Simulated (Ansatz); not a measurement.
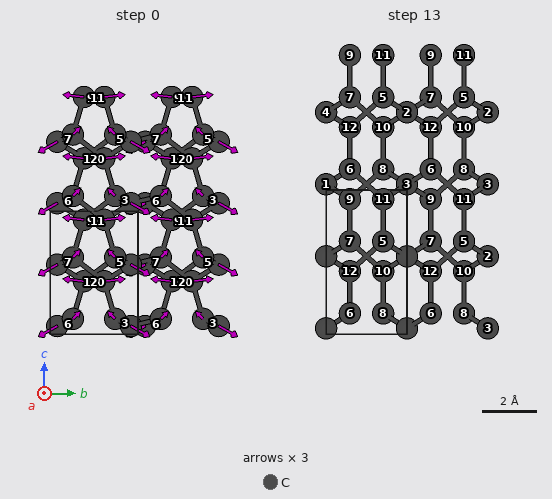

The structure of solid C (a generated structure, set up in Pca2_1) (coarse preliminary run) before (left) and after (right) a relaxation, at one scale. The purple arrows give the displacements (the part carried along by the change of the cell is left out), 3 times their true length.

A ball-and-stick model of the cell of the calculation, repeated 1 × 2 × 2 with one cell outlined, seen along the a axis.

Theory: DFT PBE, scalar-relativistic, plane waves, PAW (Ansatz 0.2.0). Set-up: plane-wave cutoff 420 eV; k-point mesh 4 × 6 × 4; occupations gaussian; smearing width 0.1 eV; no spin polarisation; cell and atoms relaxed; force threshold 0.04 eV/Å; at most 70 steps.

Q: Summarise the run.

A: Over 11 accepted moves (13 points after the start) the energy falls by 773 meV per atom. The largest force component goes from 0.51 to 0.011 eV/Å. The pressure goes from 69.85 to 0.22 GPa. The SCF was repeated twice at an unchanged geometry on a basis and grid sized afresh for the cell, which shifted the energy by 14.6 meV per atom at most. The largest moves relative to the cell, 0.35 Å, are those of C1, C2, C3 and C4. C3 goes along [−2 3 −1]. The drawn cell changes as follows: a 4.469 → 4.547 Å (+1.7 %), b 3.281 → 3.019 Å (−8.0 %), c 4.586 → 5.379 Å (+17.3 %); the volume changes by +9.8 %. Near-neighbour distances that change, for instance: C1–C11 2.183 → 1.547 Å, C5–C12 1.473 → 1.670 Å, C1–C9 1.420 → 1.547 Å, C5–C11 1.467 → 1.573 Å. New bonds form: C1–C11 (2.18 → 1.55 Å), C2–C12 (2.18 → 1.55 Å), C3–C9 (2.18 → 1.55 Å), C4–C10 (2.18 → 1.55 Å). Bond angles that change, for instance: C9–C8–C10 111.2° → 132.0°, C5–C4–C12 105.2° → 85.4°, C1–C8–C9 116.3° → 100.7°. The space group (tolerance 0.01 Å) goes from Pca2_1 (No. 29) to Cmme (No. 67).
